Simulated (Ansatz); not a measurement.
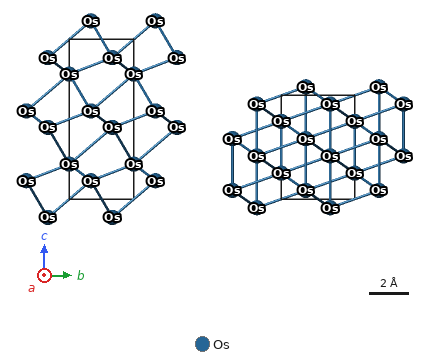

Two geometries of solid Os (built on the grey arsenic (A7)_166 type), drawn at one scale. One is the start of a relaxation, the other its converged end. A ball-and-stick model of the conventional cell (3 times the calculation's cell), seen along the a axis. Lengths and directions refer to the drawn axes.

These are results of DFT r2SCAN, scalar-relativistic, plane waves, PAW (Ansatz), not measurements. Settings: plane-wave cutoff 500 eV; k-point mesh 18 × 18 × 18; occupations gaussian; smearing width 0.1 eV; no spin polarisation; cell and atoms relaxed; force threshold 0.01 eV/Å; at most 80 steps.

> Which of the two is the end point?

The right one is the relaxed one. Case: grey arsenic (A7) type (R-3m, No. 166). Over 15 accepted moves (19 points after the start) the energy falls by 537 meV per atom. Largest force component: 0.17 eV/Å at the start, under 0.0001 eV/Å at the end. The pressure goes from 0.00 to 0.00 GPa. The line search rejected the trial steps at points 9, 13 of the run. At 2 points the geometry stayed and the basis and grid were re-selected for the new cell (energy shift of 0.9 meV per atom at most each time). The largest moves relative to the cell, 0.17 Å, are those of Os atoms. Cell: a = b 3.825 → 4.343 Å (+13.5 %), c 8.202 → 5.319 Å (−35.2 %). Volume −16.4 %. Near-neighbour distances that change, for instance: Os–Os 4.621 → 2.659 Å, Os–Os 3.581 → 2.659 Å, Os–Os 2.365 → 2.659 Å, Os–Os 2.905 → 2.659 Å. New bonds form: Os–Os (3.58 → 2.66 Å), Os–Os (4.62 → 2.66 Å). Bond angles that change, for instance: Os–Os–Os 82.4° → 109.5°, Os–Os–Os 160.5° → 180.0°, Os–Os–Os 83.0° → 70.5°. The space group (tolerance 0.01 Å) goes from R-3m (No. 166) to Im-3m (No. 229).
